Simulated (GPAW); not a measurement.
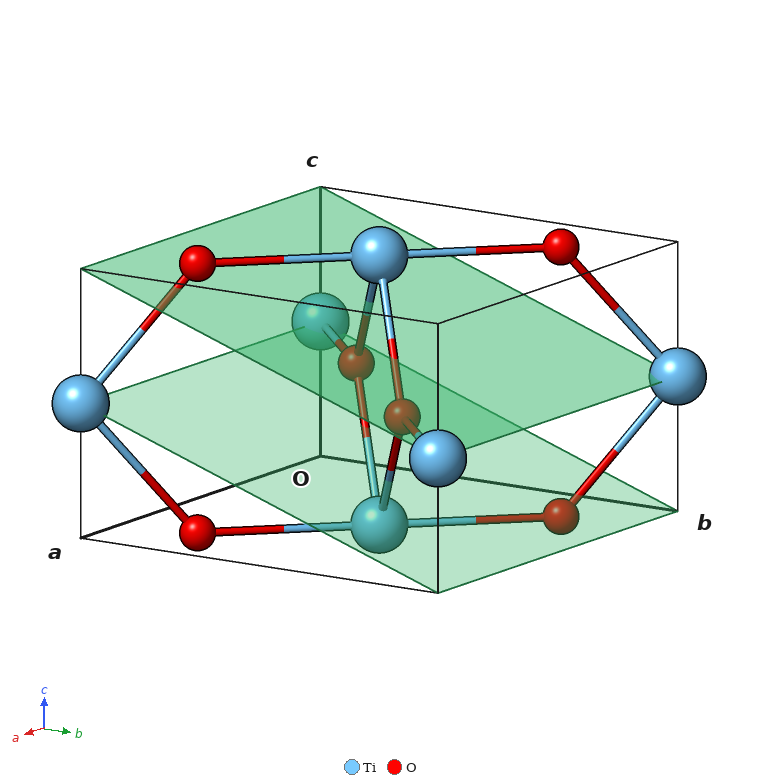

Every member of one family of equally spaced planes, hx + ky + lz = a whole number, that cuts the unit cell is shaded (one member passes through the origin O, touching the cell only at an edge or corner). Crystal: TiO2, a cell listed in the Materials Project, as set up for an electronic-structure calculation. The drawing is computed from the coordinates (standard cell, symmetry found to 0.002 Å).

a = 4.600 Å, b = 4.600 Å, c = 2.959 Å, α = 90.00°, β = 90.00°, γ = 90.00°.

Q: What are the Miller indices?

A: (0 1 2); the opposite sign names the same planes. The member next to the origin meets the axes a never, b at 1, c at 1/2.

Q: What is the spacing?

A: d = 1.409 Å.

Q: Which atoms of the cell lie in these planes (within 0.03 Å)?

A: 1 of the 2 Ti.

Q: The space group is P4_2/mnm, No. 136. How many reflections hkl are equivalent to this one (itself included), and does it occur?

A: 8 reflections are equivalent in the Laue class 4/mmm. The reflection is systematically absent, by a glide plane.
